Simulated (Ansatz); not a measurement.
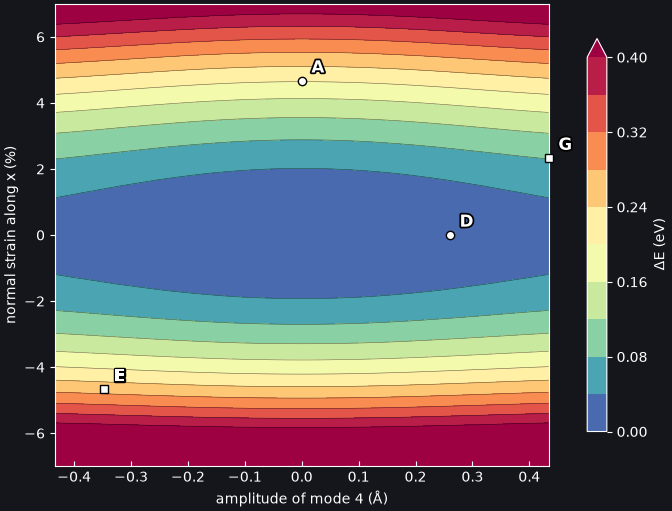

BN (P-6m2, No. 187; 4 atoms in the cell). The energy is mapped over a normal mode and a strain (zone-centre modes of the 4-atom cell of this scan) (x along [1 0 0], y along [1 2 0], z along [0 0 1] of the conventional cell). Coordinates scanned: (1) amplitude of mode 4 (47 cm⁻¹), largest displacement in the unstrained cell; (2) normal strain along x. Nothing is relaxed (the pattern is fixed in fractional coordinates). Grid: 11 × 7 points; 42 points were computed and 35 follow by symmetry. Points are written as (first, second). All energies are given in eV per cell relative to the lowest grid point. These are results of Ansatz, DFT PBE+D3(BJ), scalar-relativistic, plane waves, PAW, not measurements. Settings: cutoff 520 eV, k-mesh 12×12×4 in the order of the run's cell vectors, methfessel-paxton smearing 0.05 eV, no spin polarisation.

In the figure: filled contours, one colour for all values above the top of the scale, lettered points. Between grid points the surface is interpolated.

> Rank the lettered points by energy, lowest first.

D (0.012 eV), G (0.081 eV), A (0.202 eV), E (0.264 eV).

> What kind of point is each of A, E: minimum, saddle, maximum or slope?

A: on a slope; E: on a slope. (In these two coordinates alone; a stationary point may lie a little off the grid point.)
